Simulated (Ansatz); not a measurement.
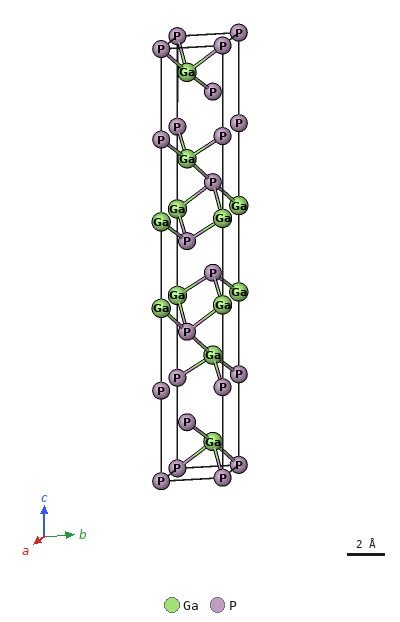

*The input geometry (ball-and-stick view of the cell 3 times as large as that of the calculation, set on its symmetry axes, seen slightly off an axis).*

Near neighbours in the crystal (not all of them lie inside the picture): Ga has 6 P at 2.47 to 2.61 Å; P has 6 Ga at 2.61 Å; P has 3 Ga at 2.47 Å.

Run report: Ga$_{2}$P$_{3}$, single-point calculation

Ga$_{2}$P$_{3}$ (5 atoms in the cell), computed with DFT PBE, scalar-relativistic, plane waves, PAW, no spin polarisation (Ansatz 0.2.0).

The structure was made by swapping elements on the sites of another compound; it need not be a known phase. It belongs to a series of runs on one base structure; here: tetradymite type (R-3m, No. 166). Figures and captions count atoms from 1; the log counts them from 0 in places.

Log:
```
basis.fft_grid_basis auto: the FFT boxes are laid along the combinations [[1, 0, -1], [0, 1, -1], [0, 0, 1]] of the cell's own vectors, 3.527, 3.527 and 8.425 Å long. The dense box has 24×24×60 points. Along the cell's own vectors, as sized, it would have 60×60×60, 6.25 times as many. Of the 12 symmetry operations that the crystal satisfies within crystal.symmetry.tolerance (time reversal apart; of a slab, those that keep its plane) the dense box along the cell's own vectors carries 12, and the one as laid loses 8 of those. basis.fft_grid_basis: typed keeps the cell's own vectors: state it where this run's energies or levels are differenced outside the engine with another run's, or held beside a run that keeps those vectors.
Engine: ansatz 0.2.0, x86_64-unknown-linux-gnu
Pseudopotentials: kind: paw
Pseudopotential: Ga, paw, valence charge 13, recommended cutoff 420 eV (normal), Ga.paw.azcp
Pseudopotential: P, paw, valence charge 5, recommended cutoff 420 eV (normal), P.paw.azcp
Functional definition: PBE
  parameter kappa = 0.804
  parameter beta = 0.06672455060314922
  exchange = pbe_x(kappa = kappa, mu = beta*pi^2/3)
  correlation = pbe_c(beta = beta)
Crystal: 5 atoms, lattice volume = 88.079 Å³
Basis set: ecut = 420 eV, 1743 PW (Γ), FFT grids on a1−a3, a2−a3, a3, exchange–correlation on 48×48×120 points (8 copies of the dense FFT grid, shifted against one another)
Bands: 26, of which v1, the nominal top of the filled ones, is band 21 counted from 1 (20 counted from 0)
Symmetry: 12 space group operations
Space group: R-3m (ITA 166), of the structure as read, at distance tolerance 4.4e-5 Å
k-points: 32 of 216
Non-local potential: Ga, projectors of the file, l = 0: 2, l = 1: 2, l = 2: 3, l = 3: 1
Non-local potential: P, projectors of the file, l = 0: 2, l = 1: 2, l = 2: 2
PAW form: soft (Blöchl's): semilocal exchange-correlation on the pseudo side does not see the compensation charge
PAW one-centre angular grid: Ga, 590 points (default); XC on 64 Gauss nodes
PAW one-centre angular grid: P, 110 points (default); XC on 64 Gauss nodes
Initial density: superposition of atomic densities (neutral atoms: chi_scale 0, normalization atom), corrected by the library's trained network
Initial wavefunctions: pseudopotential atomic-orbital guess
Functional: x = pbe(κ = 0.804, μ = 0.2195149727645171), c = pbe(β = 0.06672455060314922)
SCF iter   1: F=—  HF=-9832.025736 eV  |F-HF|=—  |Δ(HF+E_count)|=         —  Δρ=2.72e-3  dr2=2.11e-2  ethr=1.77e-3  ⟨swp⟩=6.6  Hψ=4071  notcnv=0
preconditioner: auto → Resta (q_TF=auto, 2.402 Å⁻¹)  ε∞=4.9  [insulator: Δε(μ)=0.199 eV  Ē_g=12.875 eV  σ=0.100 eV  W_gap=0.58  n_scr=24 (ndim 8)  ℏωp=25.3 eV  f_vac=0.000  D(μ)=1.83/eV (n_scr^D=4)  ε∞_Penn≈4.9]
SCF iter   2: F=—  HF=-9832.020831 eV  |F-HF|=—  |Δ(HF+E_count)|=   4.91e-3  Δρ=1.85e-3  dr2=5.47e-3  ethr=5.14e-5  ⟨swp⟩=2.1  Hψ=1254  notcnv=0
SCF iter   3: F=—  HF=-9832.020858 eV  |F-HF|=—  |Δ(HF+E_count)|=   2.72e-5  Δρ=1.12e-3  dr2=7.00e-4  ethr=1.33e-5  ⟨swp⟩=2.2  Hψ=1417  notcnv=0
SCF iter   4: F=—  HF=-9832.019998 eV  |F-HF|=—  |Δ(HF+E_count)|=   8.60e-4  Δρ=2.99e-4  dr2=4.92e-5  ethr=1.71e-6  ⟨swp⟩=2.0  Hψ=1416  notcnv=0
SCF iter   5: F=—  HF=-9832.019977 eV  |F-HF|=—  |Δ(HF+E_count)|=   2.04e-5  Δρ=8.22e-5  dr2=4.90e-6  ethr=1.20e-7  ⟨swp⟩=2.0  Hψ=1422  notcnv=0
SCF iter   6: F=—  HF=-9832.019979 eV  |F-HF|=—  |Δ(HF+E_count)|=   1.74e-6  Δρ=1.39e-5  dr2=1.85e-7  ethr=1.19e-8  ⟨swp⟩=2.0  Hψ=1426  notcnv=0
SCF iter   7: F=-9832.019979 eV  HF=-9832.019979 eV  |F-HF|=1.13e-8  |Δ(HF+E_count)|=   9.49e-8  Δρ=4.17e-6  dr2=1.66e-8  ethr=2.44e-10  ⟨swp⟩=9.5  Hψ=4218  notcnv=0
SCF 1 converged in 7 iterations: F = -9832.019979 eV  dr2 = 1.66e-8
  greatest PAW one-centre occupation: 0.994 electrons in one spin orbital (limit 2), on the Ga atom at site 1 (counted from 0), in its partial waves of l = 2
```

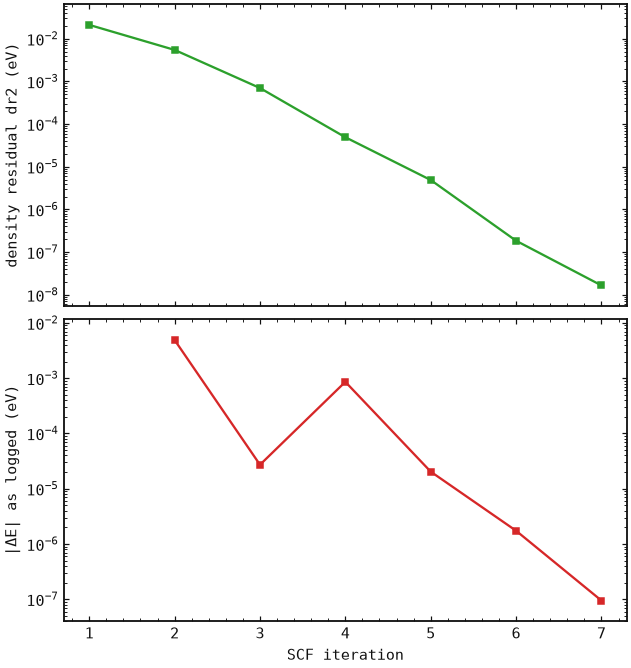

*Convergence of the self-consistent field: density residual dr2 and size of the energy change against the SCF iteration.*

The residual falls at every step.

```
SCF converged after 7 iterations
Free energy (F): -9832.019979 eV
Harris-Foulkes:  -9832.019979 eV  (|F-HF|=1.13e-8)
Internal energy: -9832.010861 eV  (E = F + TS)
E sigma→0 (E₀):  -9832.015420 eV
Entropy (-TS):   -0.009118 eV (-1.824 meV/atom)
Fermi energy:    8.525473 eV
--- Per-component energies (eV) ---
  E_band       = -45.417379
  E_kinetic    = 435.991646
  E_local      = -4396.458765  (includes V_loc(G=0)·N_el)
  E_nonlocal   = 950.719273
  E_hartree    = 2052.122402
  E_xc         = -319.945141
  E_vxc        = -295.002731  (∫ρ·V_xc dr)
  E_paw        = -5685.473916  (= ΣΔE_a)
  E_vpaw       = -844.917973  (= ΣTr[D̂ρ^β])
  E_aug_tail   = -0.000241  (compensation charges beyond the density's cutoff)
  E_ewald      = -2868.966118
  E_smearing   = -0.009118  (= −TS)
  E_closure    = -0.000000  (closes the sum)
  Σ components = -9832.019979   (vs F -9832.019979, Δ=0.00e0)
--- Forces (eV/Å), atoms counted from 1 ---
  atom   1  Ga     0.00000000    -0.00000000     0.02959425
  atom   2  Ga     0.00000000    -0.00000000    -0.02959425
  atom   3  P      0.00000000     0.00000000    -0.00000000
  atom   4  P      0.00000000    -0.00000000    -0.88025672
  atom   5  P     -0.00000000     0.00000000     0.88025672
  max |Σ_I F_I| component: 7.52e-18 eV/Å
--- Stress (GPa, compression-positive) ---
        1.516127       0.000000       0.000000
        0.000000       1.516127      -0.000000
        0.000000      -0.000000      -6.692342
  P = ⅓ Tr σ = -1.2200 GPa (-12.200 kbar)
--- Band table (eV; the first three rows and the last of 32) ---
  k-point 0: bands = ["-5.9532", "-5.9532", "-5.9416", "-5.9416", "-5.8981", "-5.8965", "-5.8710", "-5.8710", "-5.8579", "-5.8579", "-4.6101", "-2.7003", "-2.6669", "3.5756", "4.1526", "8.9812", "8.9812", "9.1576", "9.1576", "9.8262", "9.8262", "10.4908", "12.1087", "13.0199", "13.0199", "13.2799"]
  k-point 1: bands = ["-5.9950", "-5.9665", "-5.9413", "-5.9303", "-5.8913", "-5.8836", "-5.8776", "-5.8675", "-5.8675", "-5.8545", "-4.2136", "-2.4893", "-2.1094", "3.5134", "4.5637", "6.6888", "7.5023", "7.6786", "7.9934", "8.7194", "9.7879", "10.5565", "11.3243", "13.3136", "13.8567", "14.4177"]
  k-point 2: bands = ["-6.0774", "-6.0169", "-5.9305", "-5.9151", "-5.9090", "-5.8949", "-5.8583", "-5.8471", "-5.8420", "-5.8395", "-3.0667", "-1.6269", "-1.0193", "2.4089", "4.2499", "4.6378", "5.7365", "6.2827", "7.1627", "7.5470", "9.1696", "9.5139", "9.7588", "12.4863", "13.2861", "13.6187"]
  k-point 31: bands = ["-5.9532", "-5.9532", "-5.9416", "-5.9416", "-5.8974", "-5.8966", "-5.8713", "-5.8713", "-5.8576", "-5.8576", "-4.1763", "-4.0433", "-1.2308", "1.5642", "7.2003", "8.0480", "8.9986", "8.9986", "9.2197", "9.2197", "9.6771", "9.6771", "12.6586", "13.4566", "13.7073", "13.7073"]
```

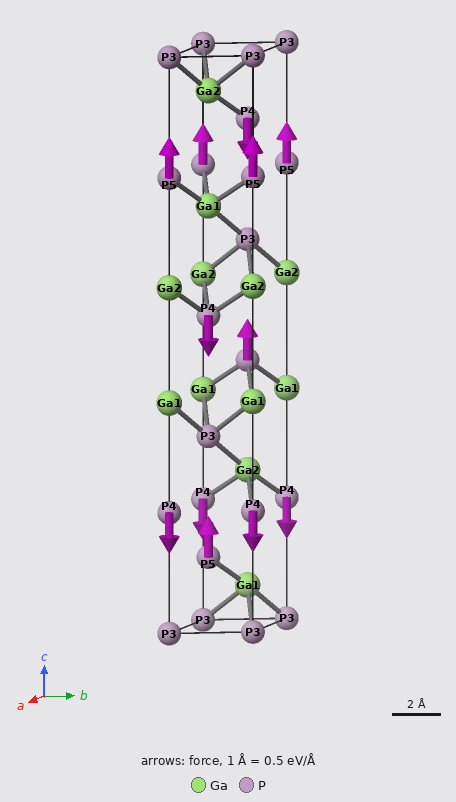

*Forces on the atoms as pink arrows (ball-and-stick view of the cell 3 times as large as that of the calculation, set on its symmetry axes, seen slightly off an axis; atoms are numbered from 1 in the order of the input); the smallest are left out.*

The largest act on P4, P5 (0.88 eV/Å). The geometry is not a stationary point of this energy.

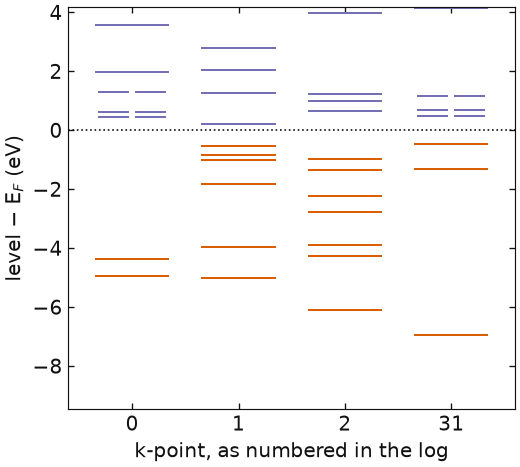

*Kohn–Sham levels near the Fermi level (dotted) at the few k-points that the log prints; levels within 0.02 eV of each other stand side by side.*

The system is metallic on the full mesh.

The run was set up as follows.

The input:
```yaml
crystal:
  lattice:
    - [1.7635793778, 1.0182030285, 8.1750850016]
    - [-1.7635793778, 1.0182030285, 8.1750850016]
    - [0.0, -2.036406057, 8.1750850016]
  atoms:
    - { symbol: Ga, position: [0.4, 0.4, 0.4] }
    - { symbol: Ga, position: [0.6, 0.6, 0.6] }
    - { symbol: P, position: [0.0, 0.0, 0.0] }
    - { symbol: P, position: [0.2095, 0.2095, 0.2095] }
    - { symbol: P, position: [0.7905, 0.7905, 0.7905] }
basis:
  ecutwfc: 420
kpoints:
  mp_grid: { grid: [6, 6, 6] }
hamiltonian:
  xc: pbe
scf:
  occupations: { method: gaussian, width: 0.1 }
  lower_state_search: "off"
output:
  forces: true
  stress: true
  eigenvalues: true
```

Launched with:
```bash
ansatz run input.yaml --threads 1 --pin off --max-ram 2560MiB --backend cpu --events-out ev --progress --plain --runs-dir out
```

Key numbers:

| quantity | value |
| --- | --- |
| outcome | converged |
| space group (tolerance 0.01 Å) | R-3m (166) |
| electrons treated | 41 |
| free energy | −9832.0200 eV |
| Fermi energy | 8.525 eV |
| gap on the k-point mesh | none (metallic) |
| pressure | −1.22 GPa |
| largest force (length of the vector) | 0.880 eV/Å |
| hardware | 1 thread of Intel Xeon @ 2.50GHz (Skylake/Cascade Lake), 192 GiB of memory available, shared host |
| wall time | 7.3 s |
| peak memory | 0.42 GiB |
